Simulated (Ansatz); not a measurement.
**Single-point calculation of FeCo3 (part 2 of 2)**

FeCo3 (Pm-3m, 8 atoms in the cell); DFT PBEsol, scalar-relativistic, plane waves, PAW, spin-polarised (Ansatz 0.2.0); cutoff 420 eV, 12×12×6 k-mesh, Gaussian smearing of 0.1 eV, collinear spins. The structure derives from a Materials Project entry. It belongs to a series of runs on one base structure; here: antiferromagnetic, doubled cell, propagation vector (0, 1/2, 1/2).

Geometry of the input (Å; fractional positions):
```
3.5357  0.0000  0.0000
0.0000  3.5357  3.5357
0.0000  0.0000  7.0714
Fe 0.0000  0.0000  0.0000
Co 0.5000  0.5000  0.7500
Co 0.5000  0.0000  0.2500
Co 0.0000  0.5000  0.0000
Fe 0.0000  0.0000  0.5000
Co 0.5000  0.5000  0.2500
Co 0.5000  0.0000  0.7500
Co 0.0000  0.5000  0.5000
```

```
SCF converged after 27 iterations
Magnetization: 0.0000 μB (67.0000 up, 67.0000 down)
Absolute magnetization: 9.5965 μB (∫|ρ↑−ρ↓|, with the PAW one-centre terms)
Spin contamination: 4.0718 ħ² per cell (⟨S²⟩ above its minimum at these occupations)
Per-site moments (μB) at R_I (Å): [(2.3688947613184586, 1.03129921078018), (0.5610390735128892, 1.03129921078018), (0.5610390735128894, 1.03129921078018), (1.1405226240721908, 1.0312992107801802), (-2.3688947613184586, 1.03129921078018), (-0.5610390735128894, 1.03129921078018), (-0.5610390735128894, 1.03129921078018), (-1.140522624072191, 1.03129921078018)]
Free energy (F): -39454.434099 eV
Harris-Foulkes:  -39454.434099 eV  (|F-HF|=1.60e-8)
Internal energy: -39454.368560 eV  (E = F + TS)
E sigma→0 (E₀):  -39454.401330 eV
Entropy (-TS):   -0.065539 eV (-8.192 meV/atom)
Fermi energy:    18.319114 eV
--- Per-component energies (eV) ---
  E_band       = -1920.678457
  E_kinetic    = 3422.439725
  E_local      = -21214.866851  (includes V_loc(G=0)·N_el)
  E_nonlocal   = 3167.074322
  E_hartree    = 8871.151610
  E_xc         = -1180.165530
  E_vxc        = -1529.184019  (∫ρ·V_xc dr)
  E_paw        = -11559.398372  (= ΣΔE_a)
  E_vpaw       = -3508.451020  (= ΣTr[D̂ρ^β])
  E_aug_tail   = 0.001963  (compensation charges beyond the density's cutoff)
  E_ewald      = -20962.094347
  E_core_change = 1.488919  (= ΣΔE_core)
  E_smearing   = -0.065539  (= −TS)
  E_closure    = -0.000000  (closes the sum)
  Σ components = -39454.434099   (vs F -39454.434099, Δ=0.00e0)
--- Forces (eV/Å), atoms counted from 1 ---
  atom   1  Fe     0.00000000     0.05279560     0.05279560
  atom   2  Co     0.00000000     0.03025637     0.02891778
  atom   3  Co     0.00000000     0.02891778     0.03025637
  atom   4  Co     0.00000000    -0.11196943    -0.11196943
  atom   5  Fe     0.00000000     0.05279560     0.05279560
  atom   6  Co     0.00000000     0.03025637     0.02891778
  atom   7  Co     0.00000000     0.02891778     0.03025637
  atom   8  Co     0.00000000    -0.11196943    -0.11196943
  max |Σ_I F_I| component: 6.47e-7 eV/Å
--- Stress (GPa, compression-positive) ---
      -18.293375       0.000000      -0.000000
        0.000000     -16.480854      -1.023483
       -0.000000      -1.023483     -16.480854
  P = ⅓ Tr σ = -17.0850 GPa (-170.850 kbar)
--- Band table (eV; the first three rows and the last of 350) ---
  k-point 0 ↑: bands = ["-77.0914", "-76.5725", "-76.5553", "-75.9188", "-75.9003", "-75.7548", "-69.9376", "-67.2337", "-40.5239", "-40.4883", "-40.4761", "-40.0772", "-39.9792", "-39.9720", "-39.9635", "-39.9617", "-39.9076", "-39.4292", "-39.3594", "-39.3291", "-39.3234", "-39.3193", "-39.2615", "-39.2206", "-39.1472", "-39.1452", "-36.1383", "-36.0942", "-36.0680", "-33.5017", "-33.4425", "-33.4337", "9.4514", "13.5658", "13.5943", "13.8516", "13.9738", "14.2630", "14.2947", "14.3082", "14.3282", "14.3425", "14.5941", "15.4052", "15.6754", "15.7917", "15.7966", "15.8680", "15.8993", "16.0574", "16.0595", "16.3808", "16.6567", "16.6737", "16.7010", "17.1911", "17.2734", "17.3551", "17.6009", "17.8106", "17.8133", "17.8919", "17.9402", "18.2207", "18.6632", "18.7377", "18.9043", "18.9422", "18.9423", "18.9854", "19.2642", "19.4336", "19.4721", "20.2166", "20.2371", "20.5179", "20.7291", "20.8610", "20.8698", "20.8730", "28.3881", "28.3887", "28.5398", "30.2052", "30.3641", "30.3710", "30.5583", "31.4850", "31.4945", "31.5724", "31.9665", "32.8748", "32.8851", "32.8950", "33.3142", "33.3223"]
  k-point 1 ↑: bands = ["-77.0914", "-76.5714", "-76.5564", "-75.9176", "-75.9015", "-75.7547", "-69.9376", "-67.2338", "-40.5236", "-40.4883", "-40.4760", "-40.0665", "-39.9786", "-39.9707", "-39.9642", "-39.9637", "-39.9178", "-39.4181", "-39.3581", "-39.3306", "-39.3233", "-39.3193", "-39.2707", "-39.2225", "-39.1466", "-39.1451", "-36.1392", "-36.0942", "-36.0680", "-33.5023", "-33.4425", "-33.4337", "9.6348", "13.2464", "13.6152", "13.6849", "13.9209", "14.2207", "14.3104", "14.3723", "14.4055", "14.4639", "14.9913", "15.4426", "15.5621", "15.6191", "15.6744", "15.7473", "15.9245", "15.9970", "16.2886", "16.3923", "16.6740", "16.6913", "16.7717", "17.3387", "17.3637", "17.4427", "17.5251", "17.7652", "17.8893", "17.9172", "18.0684", "18.1810", "18.4581", "18.5063", "18.5139", "18.7062", "18.7693", "18.9061", "19.2170", "19.3045", "19.4537", "19.4968", "20.2647", "20.4655", "20.8715", "21.0989", "21.6076", "21.8023", "28.3121", "28.4291", "28.9561", "29.0816", "30.3432", "30.4841", "30.5085", "31.5606", "31.6282", "31.8088", "32.5438", "32.6212", "32.8801", "32.9867", "33.0087", "33.3570"]
  k-point 2 ↑: bands = ["-77.0914", "-76.5682", "-76.5596", "-75.9142", "-75.9049", "-75.7547", "-69.9376", "-67.2338", "-40.5231", "-40.4882", "-40.4757", "-40.0377", "-39.9769", "-39.9726", "-39.9665", "-39.9660", "-39.9422", "-39.3882", "-39.3549", "-39.3340", "-39.3256", "-39.3189", "-39.2965", "-39.2247", "-39.1457", "-39.1449", "-36.1410", "-36.0942", "-36.0680", "-33.5033", "-33.4426", "-33.4337", "10.1715", "12.1000", "13.7340", "13.8596", "14.1154", "14.3916", "14.4248", "14.4710", "14.5295", "14.5727", "15.1104", "15.1970", "15.3875", "15.4231", "15.5667", "15.8031", "16.1131", "16.1571", "16.4335", "16.4592", "16.6178", "16.7262", "17.0234", "17.3439", "17.4680", "17.5474", "17.6090", "17.6186", "17.6649", "17.8037", "17.8723", "17.9472", "18.0766", "18.1621", "18.2434", "18.5378", "18.6079", "18.8120", "19.0712", "19.1359", "19.2062", "19.4143", "20.2839", "20.3958", "20.7804", "21.2373", "22.9862", "23.7595", "26.3886", "28.2859", "29.1702", "29.6015", "30.4260", "30.5619", "30.8083", "30.8895", "31.7388", "31.9425", "32.0155", "32.2600", "32.6575", "32.7794", "34.2593", "34.8024"]
  k-point 174 ↓: bands = ["-77.0909", "-76.5724", "-76.5551", "-75.9179", "-75.9004", "-75.7558", "-69.9375", "-67.2336", "-40.5252", "-40.4951", "-40.4754", "-40.0756", "-39.9819", "-39.9662", "-39.9614", "-39.9526", "-39.9059", "-39.4329", "-39.3587", "-39.3515", "-39.3412", "-39.3168", "-39.2554", "-39.2190", "-39.1424", "-39.1410", "-36.1375", "-36.0972", "-36.0697", "-33.5011", "-33.4443", "-33.4380", "13.1934", "13.2197", "13.3128", "13.3591", "14.3583", "14.5377", "14.6452", "14.8137", "15.0185", "15.3665", "15.4199", "15.4954", "15.6176", "15.8260", "15.8292", "15.8418", "16.0065", "16.0410", "16.2008", "16.3084", "16.3922", "16.5832", "16.5899", "16.8021", "16.8740", "16.9225", "16.9321", "17.1131", "17.1709", "17.2570", "17.5233", "17.5339", "18.3023", "18.3595", "18.4628", "18.4743", "18.5661", "18.6580", "18.8268", "18.8942", "18.9376", "19.0374", "19.1355", "19.3885", "22.2580", "22.2642", "22.4288", "22.4341", "25.1789", "25.2541", "25.4171", "25.4957", "29.6669", "29.7705", "29.7762", "29.8771", "34.3076", "34.3700", "34.3878", "34.4364", "35.3212", "35.3524", "35.7192", "35.7786"]
--- Löwdin populations: 8 sites ---
  site symbol       q [e]    m [muB]
     0     Fe     15.7292     2.4390
     1     Co     16.8140     0.5638
     2     Co     16.8140     0.5638
     3     Co     16.7617     1.1480
     4     Fe     15.7292    -2.4390
     5     Co     16.8140    -0.5638
     6     Co     16.8140    -0.5638
     7     Co     16.7617    -1.1480
  spilling = 0.013152 (of n_electrons = 134.000000)
```

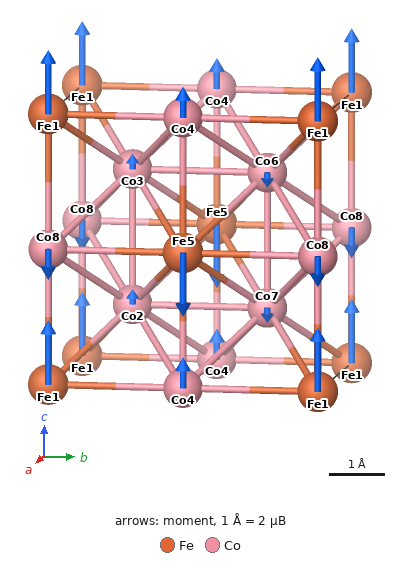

**Figure 1.** Magnetic moments of the sites as blue arrows (ball-and-stick view of the reduced cell, seen slightly off an axis; atoms are numbered from 1 in the order of the input); small moments hardly show. The run is collinear, so the axis drawn is arbitrary. Site moments: Fe1 (2.37 μB); Fe5 (−2.37 μB); Co8 (−1.14 μB); Co4 (1.14 μB); Co3 (0.56 μB); Co6, Co7 (−0.56 μB); Co2 (0.56 μB). They are counted near the atoms and needn't add up to the moment of the cell.

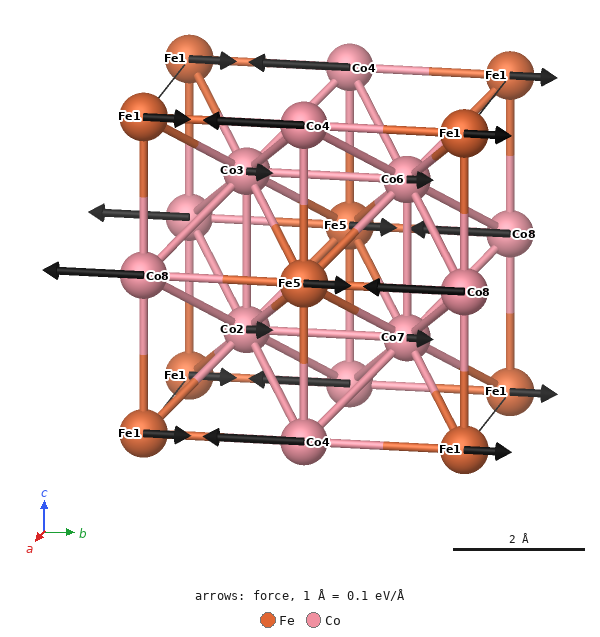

**Figure 2.** Forces on the atoms as black arrows (ball-and-stick view of the reduced cell, seen at an oblique angle; atoms are numbered from 1 in the order of the input). The largest act on Co4, Co8 (0.16 eV/Å); Fe1, Fe5 (0.07 eV/Å). The geometry is not a stationary point of this energy.
